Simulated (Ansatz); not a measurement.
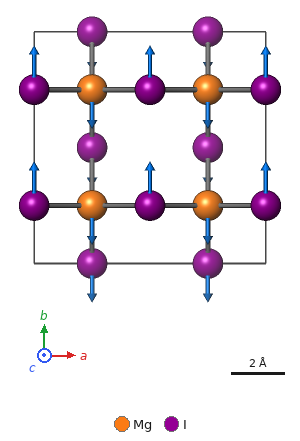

Lattice vibrations of a free-standing layer of MgI₂ (a generated structure), space group P-4m2 (No. 115), at the zone centre. The optical levels lie at 39 (×2), 94, 207 (×2), 306 cm⁻¹. One mode is drawn. Displacements are drawn as blue arrows; their common scale and sign are arbitrary. A ball-and-stick model of the 2 × 2 repeat of the cell, outlined in the plane, without the vacuum, seen along the c axis.

Method: Ansatz, DFT PBE, scalar-relativistic, plane waves, PAW. Settings: plane-wave cutoff 420 eV; k-point mesh 6 × 6 × 1; occupations fixed; no spin polarisation.

Frequencies are those without the non-analytic (LO–TO) term.

Which of these frequencies is the drawn mode's?

The level at 39 cm⁻¹. This is the E mode (doubly degenerate; one member of the set is drawn), the lowest optical level, infrared- and Raman-active by symmetry. All motion is along b of the drawn cell; the I–Mg bond lengths don't change to first order, so for these it is a bending, tilting or sliding motion; the kinetic energy is shared as I 93 %, Mg 7 %.
